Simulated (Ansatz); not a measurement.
# Zr16HS32 (cell charge +1, with a compensating background) (cell with a defect): what the fields show

Input file:

```
crystal:
  lattice:
    - [-7.3704166207, 6.3829680299, -6.7579082908]
    - [7.3704166206, 6.38296803, 6.7579082908]
    - [7.3704166207, -6.3829680299, -6.7579082908]
  atoms:
    - { symbol: Zr, position: [0.5001975771, 5.91851e-05, 0.500138392] }
    - { symbol: Zr, position: [-0.0001975771, -5.91851e-05, -0.000138392] }
    - { symbol: Zr, position: [0.7500317107, 0.1251335914, 0.3745768097] }
    - { symbol: Zr, position: [0.2503978227, 0.1251722812, 0.8751427254] }
    - { symbol: Zr, position: [0.4998203375, 0.2503093607, 0.7500471548] }
    - { symbol: Zr, position: [0.0001796625, 0.2502268174, 0.2504890233] }
    - { symbol: Zr, position: [0.7500317107, 0.375454901, 0.6248981193] }
    - { symbol: Zr, position: [0.2503978227, 0.3752550973, 0.1252255415] }
    - { symbol: Zr, position: [0.5000027085, 0.4998573196, 0.0001453889] }
    - { symbol: Zr, position: [-2.7085e-06, 0.5001426804, 0.4998546111] }
    - { symbol: Zr, position: [0.7499682893, 0.624545099, 0.8751018807] }
    - { symbol: Zr, position: [0.2496021773, 0.6247449027, 0.3747744585] }
    - { symbol: Zr, position: [0.4998203375, 0.7497731826, 0.2495109767] }
    - { symbol: Zr, position: [0.7499682893, 0.8748664086, 0.1254231903] }
    - { symbol: Zr, position: [0.0001796625, 0.7496906393, 0.7499528452] }
    - { symbol: Zr, position: [0.2496021773, 0.8748277188, 0.6248572746] }
    - { symbol: S, position: [0.1902171132, 0.2081405366, 0.2318992593] }
    - { symbol: S, position: [0.6905256078, 0.2094133602, 0.7323635597] }
    - { symbol: S, position: [0.4408647788, 0.3333982881, 0.1074664907] }
    - { symbol: S, position: [0.9404096098, 0.3335046735, 0.6069049363] }
    - { symbol: S, position: [0.1906925915, 0.458542023, 0.4824964497] }
    - { symbol: S, position: [0.6905270167, 0.458120992, 0.9824185797] }
    - { symbol: S, position: [0.4405506697, 0.5834742582, 0.3571911269] }
    - { symbol: S, position: [0.9406799501, 0.5831483087, 0.8572985484] }
    - { symbol: S, position: [0.1906925915, 0.7081961418, 0.7321505685] }
    - { symbol: S, position: [0.6905270167, 0.7081084371, 0.2324060248] }
    - { symbol: S, position: [0.4394334572, 0.8326098671, 0.6068235902] }
    - { symbol: S, position: [0.9404191833, 0.833395975, 0.1070232083] }
    - { symbol: S, position: [0.1902171132, 0.9583178539, 0.9820765766] }
    - { symbol: S, position: [0.4405506697, 0.0833595429, 0.8570764116] }
    - { symbol: S, position: [0.6905256078, 0.9581620482, 0.4811122476] }
    - { symbol: S, position: [0.9406799501, 0.0833814017, 0.3575316414] }
    - { symbol: S, position: [0.5595808167, 0.166604025, 0.3929767917] }
    - { symbol: S, position: [0.0605665428, 0.1673901329, 0.8931764098] }
    - { symbol: S, position: [0.8094729833, 0.2918915629, 0.2675939752] }
    - { symbol: S, position: [0.3093074085, 0.2918038582, 0.7678494315] }
    - { symbol: S, position: [0.5593200499, 0.4168516913, 0.6427014516] }
    - { symbol: S, position: [0.0594493303, 0.4165257418, 0.1428088731] }
    - { symbol: S, position: [0.8094729833, 0.541879008, 0.5175814203] }
    - { symbol: S, position: [0.3093074085, 0.541457977, 0.0175035503] }
    - { symbol: S, position: [0.5595903902, 0.6664953265, 0.8930950637] }
    - { symbol: S, position: [0.0591352212, 0.6666017119, 0.3925335093] }
    - { symbol: S, position: [0.8094743922, 0.7905866398, 0.7676364403] }
    - { symbol: S, position: [0.3097828868, 0.7918594634, 0.2681007407] }
    - { symbol: S, position: [0.5593200499, 0.9166185983, 0.1424683586] }
    - { symbol: S, position: [0.8094743922, 0.0418379518, 0.0188877524] }
    - { symbol: S, position: [0.0594493303, 0.9166404571, 0.6429235884] }
    - { symbol: S, position: [0.3097828868, 0.0416821461, 0.5179234234] }
    - { symbol: H, position: [0.75, 0.0, 0.75] }
  host:
    lattice:
      - [3.6852083103, 0.0, 0.0]
      - [-1.8426041552, 3.191484015, 0.0]
      - [0.0, 0.0, 6.7579082908]
    atoms:
      - { symbol: Zr, position: [0.0, 0.0, 0.0] }
      - { symbol: S, position: [0.6666666667, 0.3333333333, 0.7856836161] }
      - { symbol: S, position: [0.3333333333, 0.6666666667, 0.2143163839] }
total_charge: 1
basis:
  ecutwfc: 420
  xc_grid: 2
kpoints:
  mp_grid: { grid: [2, 2, 2], shift: [0.5, 0.5, 0.5] }
hamiltonian:
  xc: pbe
scf:
  occupations: { method: gaussian, width: 0.01 }
output:
  forces: true
  stress: false
  eigenvalues: true
  charged_corrections:
    defect_position: [0.75, 0.0, 0.75]
    epsilon: [[53.0181, 0.0, 0.0], [0.0, 53.0181, 0.0], [0.0, 0.0, 3.7274]]
  write_density: true
  write_potential: true
  elf: true
  volumetric_format: npy
relax:
  adjacent_minimum: "off"
  f_tol: 0.025
  max_steps: 45
```

Command:

```sh
ansatz run input.yaml --threads 4 --pin off --max-ram 6144MiB --backend cpu --events-out ev --progress --plain --runs-dir out
```

The fields are those of the relaxed geometry.

Method: Ansatz 0.2.0, DFT PBE, scalar-relativistic, plane waves, PAW.

Core electrons are frozen (PAW), and the valence fields are smoothed inside the atomic spheres.

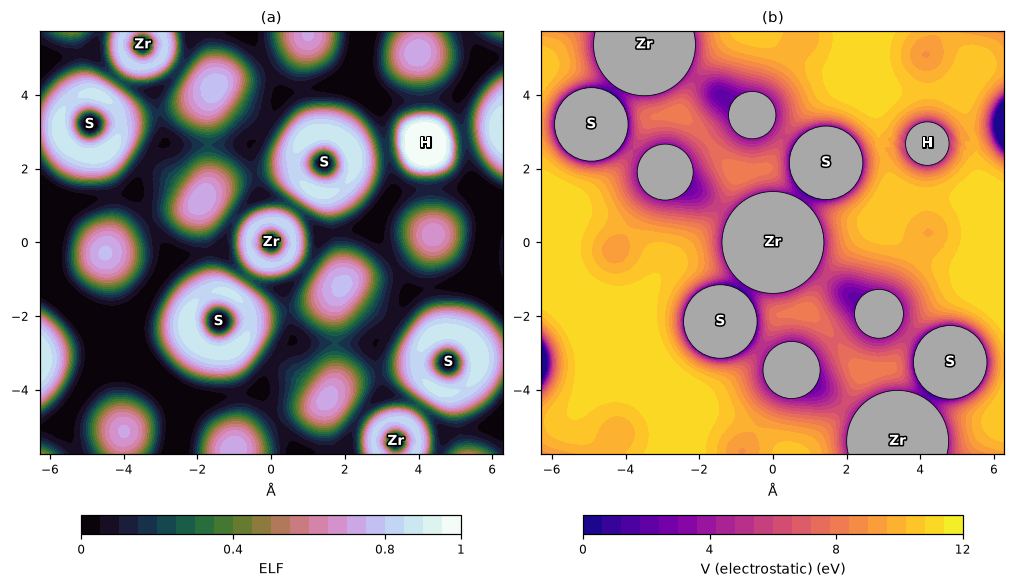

Figure 1. (a) ELF; (b) electrostatic potential (local pseudopotential plus Hartree) felt by an electron on the (11̄0) plane of the calculation cell. Grey discs cover the atomic cores in the potential map.

Read the bonding off the picture.

Answer. The plane passes through Zr, S and H nuclei. S–H (2.80 Å): the ELF climbs to about 1 towards the hydrogen, as it does in any bond to H. Zr–S (2.58 Å): the ELF peaks at about 0.85 in the valence shell of S, 0.8 Å from its nucleus, and is about 0.40 at the midpoint. The features right at Zr lie inside the PAW spheres, where the map follows smoothed inner orbitals and isn't to be read closely. Outside the cores the potential energy rises away from the atoms and is highest about 2.3 Å from the nearest atoms; its zero is arbitrary.

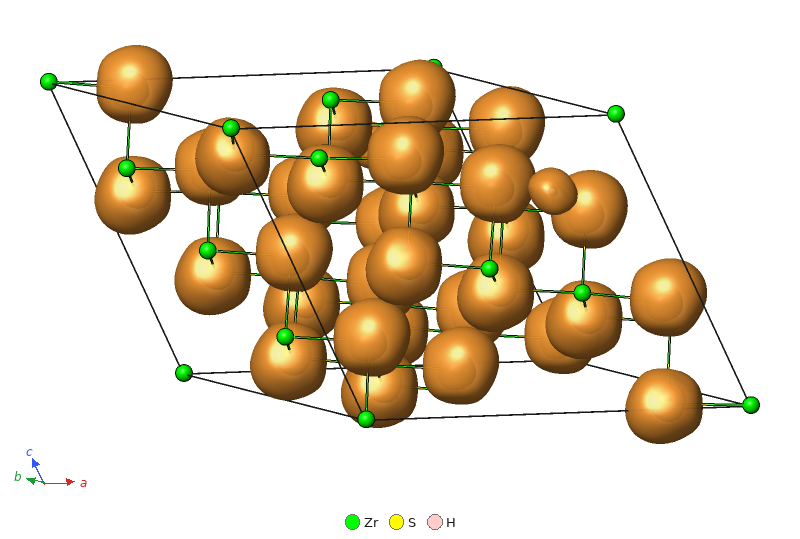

Figure 2. Isosurface of the electron localisation function at 0.75 (orange), seen at an oblique angle. Only the valence region is drawn (cores and ρ < 0.01 e/Å³ removed). Sticks mark near contacts.

Where are the electrons localised?

Answer. The ELF exceeds this value in one region around a hydrogen nucleus and 32 regions wrapped around S (the valence shell of each), counted in one cell of 49 atoms. Regions shared between cells count once. Profiles from the grid: Zr–S (2.54 Å): the ELF peaks at about 0.85 in the valence shell of S, 0.8 Å from its nucleus, and is about 0.40 at the midpoint. S–H (2.77 Å): the ELF climbs to about 1 towards the hydrogen.

Does the calculation make it a metal, or give it a gap?

Answer. It is gapped, with a Kohn–Sham gap of 0.29 eV on the k-point mesh, an upper bound to the gap of this method.
